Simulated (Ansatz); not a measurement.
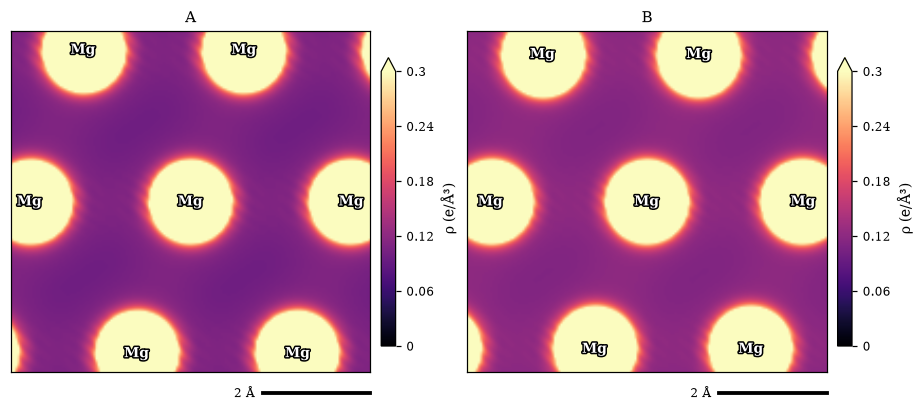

Mg. The valence electron density of two cells that differ in size, on the (11̄0) plane of each (indices in the axes of the calculation cell), at one length scale and on one colour scale: A has 20.7 Å³ an atom and B 19.0.

Theory: Ansatz 0.2.0, DFT, LDA (PW92), plane waves (420 eV) with PAW, scalar-relativistic.

In a PAW calculation such maps are meaningful between the atoms, not at the nuclei.

The larger cell:

```yaml
crystal:
  lattice:
    - [-1.73032, 1.73032, 1.73032]
    - [1.73032, -1.73032, 1.73032]
    - [1.73032, 1.73032, -1.73032]
  atoms:
    - { symbol: Mg, position: [0.00000, 0.00000, 0.00000] }
```

The smaller cell: a = 2.911 Å, b = 2.911 Å, c = 2.911 Å, α = 109.47°, β = 109.47°, γ = 109.47°.

What does the compression do to the bonding and the properties?

From the larger cell to the smaller, Mg–Mg goes from 3.00 to 2.91 Å, and the density at its midpoint from 0.11 to 0.12 e/Å³; the pressure goes from 1.8 to 6 GPa.
